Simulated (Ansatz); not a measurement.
Input

```
crystal:
  lattice:
    - [3.7682717154, -6.5268380678, 0.0]
    - [-7.5365434309, 0.0, 0.0]
    - [0.0, 0.0, -8.3431635353]
  atoms:
    - { symbol: B, position: [0.4460199563, 0.5677486305, 0.7198496815] }
    - { symbol: B, position: [0.1128423113, 0.5679990726, 0.7196191167] }
    - { symbol: B, position: [0.7794233313, 0.5680001513, 0.7195287788] }
    - { symbol: B, position: [0.4455691193, 0.2343027463, 0.718101428] }
    - { symbol: B, position: [0.11361001, 0.2326793943, 0.7168507411] }
    - { symbol: B, position: [0.7793463104, 0.2344241862, 0.7211151553] }
    - { symbol: B, position: [0.445866546, 0.9011320221, 0.719375207] }
    - { symbol: B, position: [0.1148812679, 0.9019008343, 0.7194542461] }
    - { symbol: B, position: [0.7862210102, 0.9059341458, 0.7200603314] }
    - { symbol: B, position: [0.5476141542, 0.4347301007, 0.2807152788] }
    - { symbol: B, position: [0.2146597649, 0.4347885564, 0.2809247307] }
    - { symbol: B, position: [0.8811525385, 0.434784019, 0.2866314565] }
    - { symbol: B, position: [0.5486339187, 0.1041060818, 0.2779140413] }
    - { symbol: B, position: [0.2182758247, 0.1125398749, 0.2354827818] }
    - { symbol: B, position: [0.8810776181, 0.0979189496, 0.2793548028] }
    - { symbol: B, position: [0.5478438698, 0.7681940851, 0.277113503] }
    - { symbol: B, position: [0.2169667358, 0.764167369, 0.2793679179] }
    - { symbol: B, position: [0.8759040576, 0.7608705301, 0.2797761667] }
    - { symbol: "N", position: [0.4373820146, 0.547237919, 0.2776897839] }
    - { symbol: "N", position: [0.1035058276, 0.5458237274, 0.2876234867] }
    - { symbol: "N", position: [0.7697773919, 0.5457681957, 0.2875221567] }
    - { symbol: "N", position: [0.4401321636, 0.2155593156, 0.2727931887] }
    - { symbol: "N", position: [0.1032263194, 0.2168407165, 0.2754332252] }
    - { symbol: "N", position: [0.7703968053, 0.2133412756, 0.2842296482] }
    - { symbol: "N", position: [0.4369048477, 0.8799301424, 0.2756903552] }
    - { symbol: "N", position: [0.1006127084, 0.8779102811, 0.2604335349] }
    - { symbol: "N", position: [0.7705538102, 0.8793315185, 0.2771425468] }
    - { symbol: "N", position: [0.5571697899, 0.4567346239, 0.7196203815] }
    - { symbol: "N", position: [0.2238452319, 0.4567460726, 0.7196226167] }
    - { symbol: "N", position: [0.8904969421, 0.4567194098, 0.720740614] }
    - { symbol: "N", position: [0.5571058948, 0.1233696845, 0.7202220458] }
    - { symbol: "N", position: [0.2238796173, 0.1224356906, 0.7136582865] }
    - { symbol: "N", position: [0.8915468046, 0.1239618716, 0.7169448586] }
    - { symbol: "N", position: [0.5571792998, 0.7900840444, 0.7199863052] }
    - { symbol: "N", position: [0.2239456157, 0.7899715625, 0.7167180172] }
    - { symbol: "N", position: [0.8897132179, 0.7888252407, 0.7167222348] }
    - { symbol: B, position: [0.1302602093, -0.0636728143, 0.0771362009] }
  host:
    lattice:
      - [2.5121811436, 0.0, 0.0]
      - [-1.2560905718, 2.1756126893, 0.0]
      - [0.0, 0.0, 8.3431635353]
    atoms:
      - { symbol: B, position: [0.3333333333, 0.6666666667, 0.25] }
      - { symbol: B, position: [0.6666666667, 0.3333333333, 0.75] }
      - { symbol: "N", position: [0.3333333333, 0.6666666667, 0.75] }
      - { symbol: "N", position: [0.6666666667, 0.3333333333, 0.25] }
total_charge: 1
basis:
  ecutwfc: 420
  xc_grid: 2
kpoints:
  mp_grid: { grid: [2, 2, 2], shift: [0.0, 0.0, 0.0] }
hamiltonian:
  xc: pbe
scf:
  occupations: { method: gaussian, width: 0.01 }
output:
  forces: true
  stress: false
  eigenvalues: true
  charged_corrections:
    defect_position: [0.0, 0.0, 0.0]
    epsilon: [[5.4678, 0.0, 0.0], [0.0, 5.4678, 0.0], [0.0, 0.0, 2.1413]]
  write_density: true
  write_potential: true
  elf: true
  volumetric_format: npy
relax:
  adjacent_minimum: "off"
  f_tol: 0.025
  max_steps: 45
```

Launched as:

```sh
ansatz run input.yaml --threads 4 --pin off --max-ram 10240MiB --backend cpu --events-out ev --progress --plain --runs-dir out
```

The fields are those of the run's last geometry, not of the input's.

Level of theory: DFT PBE, scalar-relativistic, plane waves, PAW in Ansatz.

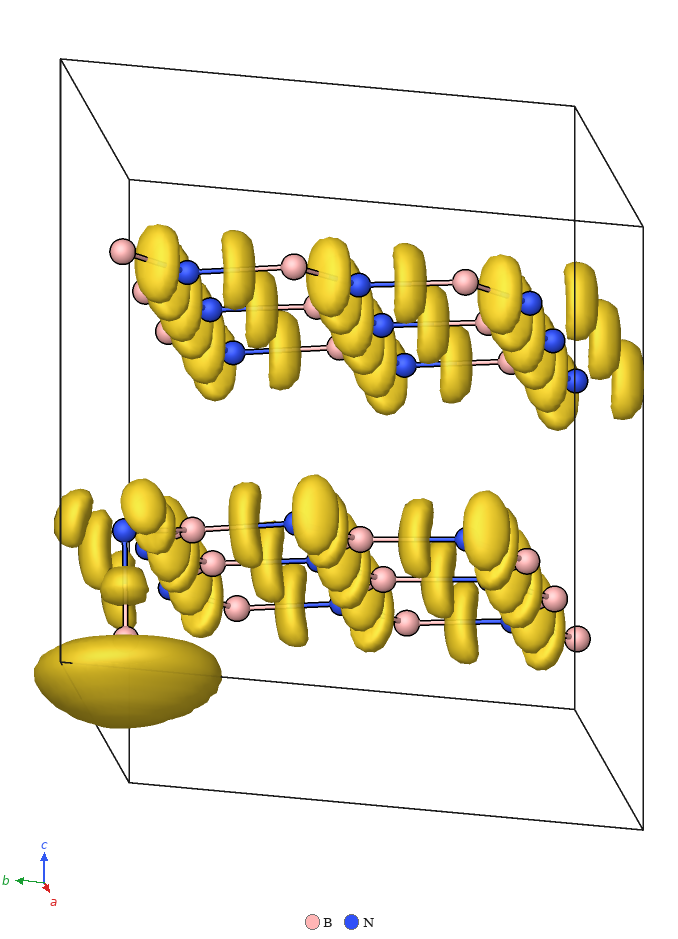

B19N18 (cell charge +1, with a compensating background) (cell with a defect). Isosurface of the ELF at 0.85 (yellow), seen at an oblique angle. Core shells and regions of very low density are left out. Sticks mark near contacts.

### What do the ELF domains correspond to?

The surface consists of 55 regions between bonded B–N atoms (shared pairs) and one lobe on B, pointing away from the bonds (lone pairs), counted in one cell of 37 atoms. Any copies at cell faces, edges or corners count once. Profiles from the grid: B–N (1.42 Å): the ELF peaks at about 0.90 between the atoms, as expected for a polar covalent bond. B–N (1.50 Å): the ELF peaks at about 0.95 between the atoms: a polar covalent bond.

### Does the calculation give a band gap?

It is gapped, with a Kohn–Sham gap of 1.4 eV on the k-point mesh, an upper bound to the gap of this method.
